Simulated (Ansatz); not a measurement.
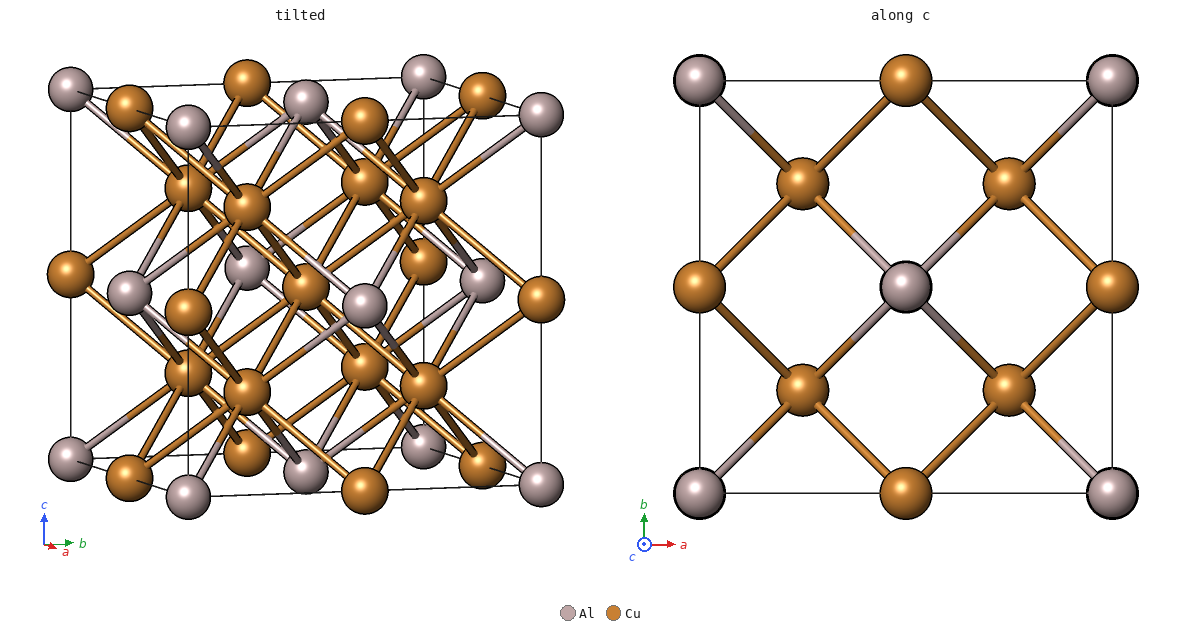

A ball-and-stick picture of a crystal structure, seen slightly off an axis and along the c axis. The conventional unit cell is outlined; an atom on or near a face, edge or corner is repeated at each equivalent position. Cell: a = 5.77 Å, b = 5.77 Å, c = 5.77 Å, α = 90.00°, β = 90.00°, γ = 90.00°.

The initial geometry was a structure listed in the Materials Project. Earlier steps of the study may have refined or changed the cell and positions. It was run through Ansatz as a DFT input.

### Explain the picture.

The structure is one of AlCu$_{3}$. Its lattice is face-centred cubic, its space group Fm-3m (No. 225). Type of structure: D0₃ (BiF₃ or Fe₃Al type). Atoms per cell: 16 (4 Al, 12 Cu). Al bonds to eight Cu in a cubic arrangement at about 2.5 Å. Cu takes two kinds of site: 4b with eight Cu in a cubic arrangement at about 2.5 Å; 8c with four Al and four Cu in a cubic arrangement (about 2.5 Å to Al, 2.5 Å to Cu). Not all metal-metal contacts are counted. The bonds build a three-dimensional framework.

Electronic-structure method: Ansatz 0.2.0, DFT PBEsol, scalar-relativistic, plane waves, PAW. Parameters: plane waves up to 420 eV, k-points about 0.16 Å⁻¹ apart, Gaussian smearing of 0.1 eV, no spin polarisation.

### How large a gap does the method give, if there is one?

A metal: bands cross the Fermi level.

### How are the electrons shared out in a Bader analysis?

Al +1.59 e; Cu -0.71 to -0.18 e.

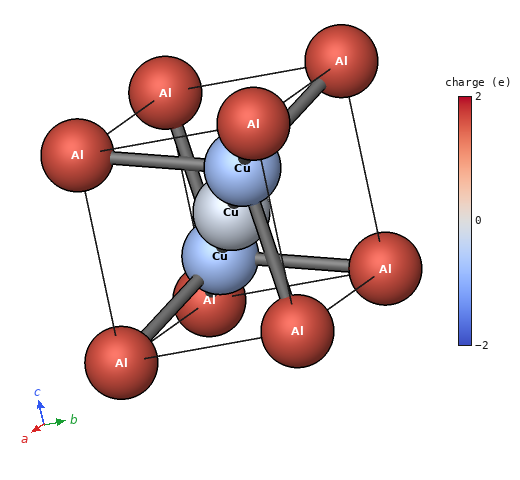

The atoms coloured by those charges. The run's cell of 4 atoms is drawn, so axes and origin can differ from the first picture.

### Is this the optimised geometry for these settings?

Yes. All forces vanish to within 0.01 eV/Å. The pressure is 0.0 GPa, close to zero.
